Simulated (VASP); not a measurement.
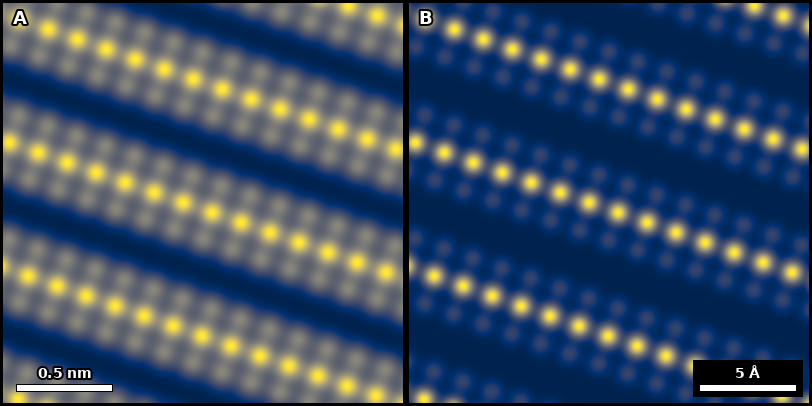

Two simulated images of the same area of MoS2 (P-3m1, No. 164) along [210], with a probe of 0.94 Å. One is incoherent Z contrast (Z^1.7 per atom), the other the projected potential of neutral atoms blurred by the probe (iDPC-like, thin sample). Brightness is counted from the darkest point of the image. Model: a cell listed in the Materials Project, as set up for an electronic-structure calculation.

Which panel is which, and how can one tell?

Answer. B is the Z-contrast image and A the potential image. The columns of 1 S per repeat reach about 19 % of the brightest peak (1 Mo) in B but about 54 % in A, mainly since the potential grows much more slowly with atomic number.
